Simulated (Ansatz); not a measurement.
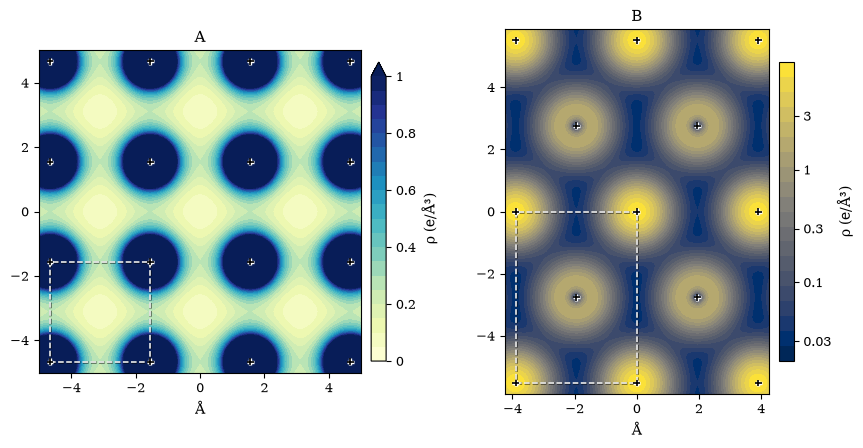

The valence charge density (pseudo) of 2 systems, each on a plane through atoms (crosses mark nuclei in the plane).

These are results of DFT PBE, spin-orbit coupling, plane waves, PAW (Ansatz), not measurements.

System 1: TlCl, the (11̄0) plane of the conventional cell. Space group Pm-3m; a structure generated by program, which may or may not match a known phase.

```yaml
crystal:
  lattice:
    - [3.90054, 0.00000, 0.00000]
    - [0.00000, 3.90054, 0.00000]
    - [0.00000, 0.00000, 3.90054]
  atoms:
    - { symbol: Tl, position: [0.00000, 0.00000, 0.00000] }
    - { symbol: Cl, position: [0.50000, 0.50000, 0.50000] }
```

System 2: Sb, the (100) plane of the conventional cell. Space group Pm-3m; a structure generated by program, which may or may not match a known phase.

> Which map belongs to which system?

Panel A is system 2, Sb: the plane holds Sb. Sb–Sb (3.11 Å): the density is about 0.25 e/Å³ at the midpoint. Panel B is system 1, TlCl: the plane holds Tl and Cl. Tl–Cl (3.38 Å): ρ at the midpoint is about 0.09 e/Å³.
